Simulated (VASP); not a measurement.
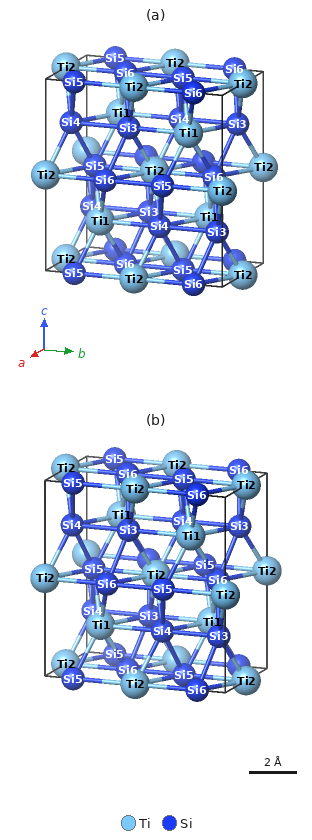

The structure of a crystal of TiSi$_{2}$ (set up in Fddd) before (top) and after (bottom) a relaxation, at one scale.

Style: ball-and-stick. Shown: the conventional cell (4 times the calculation's cell), slightly off an axis. Lengths and directions refer to the drawn axes.

The run lets cell and atoms move.

These are results of VASP 6.6.1, Kohn-Sham DFT of a periodic cell, PBEsol, DFT+U, VASP PAW PBE potentials, recommended, not measurements.

The input:
```
SYSTEM = TiSi2
PREC = Accurate ; ENCUT = 600
EDIFF = 1E-7 ; ISMEAR = -1
SIGMA = 0.05 ; LREAL = .FALSE.
LASPH = .TRUE. ; NELM = 80
ALGO = Normal ; ISIF = 3
LWAVE = .FALSE. ; LCHARG = .FALSE.
LMAXMIX = 4 ; LDAU = .TRUE.
LDAUTYPE = 2 ; LDAUL = 2 -1
LDAUU = 8 0 ; LDAUJ = 0 0
LDAUPRINT = 1 ; GGA = PS
IBRION = 2 ; NSW = 60
EDIFFG = -0.01
```

Launched with:
```bash
cat potpaw_PBE.64/Ti_sv/POTCAR potpaw_PBE.64/Si/POTCAR > POTCAR
mpirun -np 1 vasp_std > vasp.out
```

### Describe what moved and what it gained.

The largest moves relative to the cell, 0.055 Å, are those of Si3, Si4, Si5 and Si6. Si4 goes along +b. Ti stays in place. The drawn cell changes as follows: a 4.779 → 4.853 Å (+1.6 %), b 8.235 → 8.407 Å (+2.1 %), c 8.526 → 8.698 Å (+2.0 %); the volume changes by +5.8 %. Some distances before and after: Ti1–Si3 2.779 → 2.892 Å, Ti1–Si5 2.547 → 2.612 Å, Ti1–Ti2 3.195 → 3.259 Å, Si3–Si4 2.677 → 2.623 Å. The space group stays Fddd (No. 70). After 10 geometry steps the energy has fallen by 25.5 meV per atom. Largest force component: 0.29 eV/Å at the start, 0.0032 eV/Å at the end. The pressure goes from 8.54 to 0.00 GPa.
